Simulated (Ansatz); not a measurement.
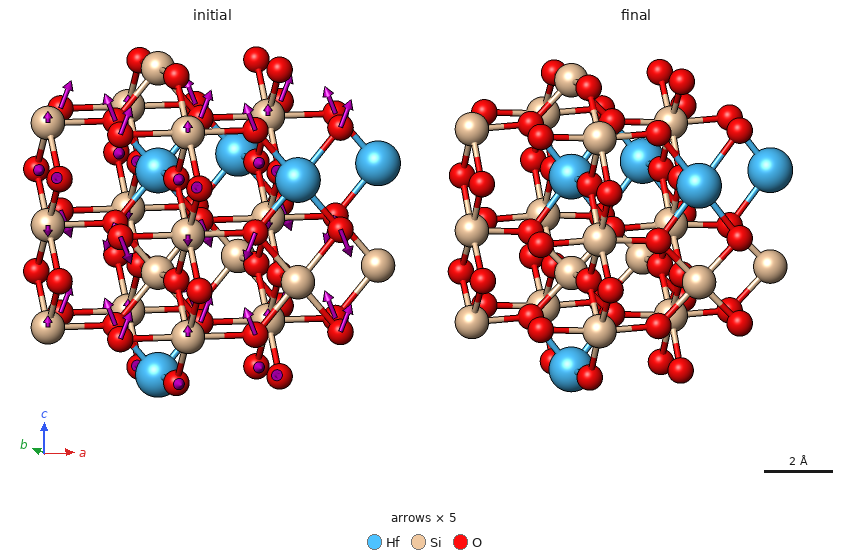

The structure of solid HfSi₃O₈ (a generated structure, set up in Cmmm) (coarse preliminary run) before (left) and after (right) a relaxation, at one scale. The purple arrows give the displacements (the part carried along by the change of the cell is left out), 5 times their true length.

The picture is a ball-and-stick view of the atoms within 5.8 Å of the atom that moves most (axes of the conventional cell (2 times the calculation's cell)), seen slightly off an axis. Lengths and directions refer to the drawn axes.

Level of theory: Ansatz 0.2.0, DFT PBE, scalar-relativistic, plane waves, PAW.

The input:
```yaml
crystal:
  lattice:
    - [3.36638176, -3.36638176, 0.0]
    - [3.36638176, 3.36638176, 0.0]
    - [0.0, 0.0, 6.07680011]
  atoms:
    - { symbol: Hf, position: [0.5, 0.5, 0.5] }
    - { symbol: Si, position: [0.0, 0.0, 0.75] }
    - { symbol: Si, position: [0.0, 0.0, 0.25] }
    - { symbol: Si, position: [0.5, 0.5, 0.0] }
    - { symbol: O, position: [0.69330001, 0.30669999, 0.75] }
    - { symbol: O, position: [0.69330001, 0.30669999, 0.25] }
    - { symbol: O, position: [0.19330001, 0.19330001, 0.0] }
    - { symbol: O, position: [0.19330001, 0.19330001, 0.5] }
    - { symbol: O, position: [0.30669999, 0.69330001, 0.75] }
    - { symbol: O, position: [0.30669999, 0.69330001, 0.25] }
    - { symbol: O, position: [0.80669999, 0.80669999, 0.0] }
    - { symbol: O, position: [0.80669999, 0.80669999, 0.5] }
basis:
  ecutwfc: 420
kpoints:
  mp_grid: { grid: [4, 4, 4] }
hamiltonian:
  xc: pbe
scf:
  occupations: { method: gaussian, width: 0.1 }
  lower_state_search: "off"
output:
  forces: true
  stress: true
  eigenvalues: true
relax:
  adjacent_minimum: "off"
  f_tol: 0.04
  max_steps: 70
  cell: { stress_tol: 0.4 }
```

Command:
```bash
ansatz run input.yaml --threads 1 --pin off --max-ram 2560MiB --backend cpu --events-out ev --progress --plain --runs-dir out
```

> Describe what moved and what it gained.

Over 6 accepted moves (8 points after the start) the energy falls by 5.133 eV per cell of the calculation. Largest force component: 4.4 eV/Å at the start, 0.0064 eV/Å at the end. The pressure goes from −27.76 to 0.10 GPa. The SCF was repeated twice at an unchanged geometry on a basis and grid sized afresh for the cell, which shifted the energy by 44.1 meV per cell of the calculation at most. The largest moves relative to the cell, 0.18 Å, are those of O5, O6, O9 and O10. O6 goes along [1 0 −3]. By element the largest moves are O 0.18 Å, Si 0.07 Å. Hf stays in place. The drawn cell changes as follows: a 6.733 → 6.085 Å (−9.6 %), b 6.733 → 6.345 Å (−5.8 %), c 6.077 → 5.732 Å (−5.7 %); the volume changes by −19.7 %. Some distances before and after: Si2–Si3 3.038 → 2.720 Å, Si2–O5 2.065 → 1.802 Å, Si4–O10 2.000 → 1.773 Å, Si2–O11 2.000 → 1.833 Å. Among the angles between lasting bonds that change: Si2–O12–Si3 98.8° → 107.4°, O8–Si2–O12 81.2° → 72.6°, O5–Si4–O6 98.8° → 91.0°. The space group stays Cmmm (No. 65).
